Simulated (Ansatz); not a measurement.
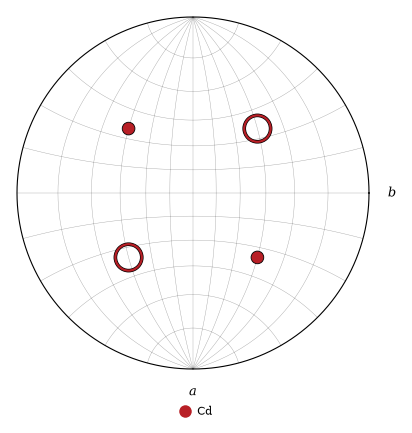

Directions from one sulfur atom at (1/4, 1/4, 3/4) to its bonded neighbours, in stereographic projection down c (filled: above the plane of the page or in it, open: below). Crystal: CdS, the geometry relaxed with Ansatz, DFT, PBE, plane waves, PAW. All values are computed from the atomic coordinates in the standard setting (tolerance 0.002 Å).

Neighbours are counted up to 3.04 Å for Cd.

```
CELL_PARAMETERS angstrom
5.92642 0.00000 0.00000
0.00000 5.92642 0.00000
0.00000 0.00000 5.92642
ATOMIC_POSITIONS crystal
Cd 0.00000 0.00000 0.00000
S 0.25000 0.25000 0.75000
Cd 0.00000 0.50000 0.50000
S 0.25000 0.75000 0.25000
Cd 0.50000 0.00000 0.50000
S 0.75000 0.25000 0.25000
Cd 0.50000 0.50000 0.00000
S 0.75000 0.75000 0.75000
```

How many neighbours are there, and at what angles?

Answer. 4: 4 Cd at 2.57 Å. Angles between bonds: 109° (6×).

What is the site's symmetry in the crystal?

Answer. Point group -43m (Td), order 24: three −4 axes, four threefold axes, six mirror planes. In No. 216, F-43m this is Wyckoff position 4d.
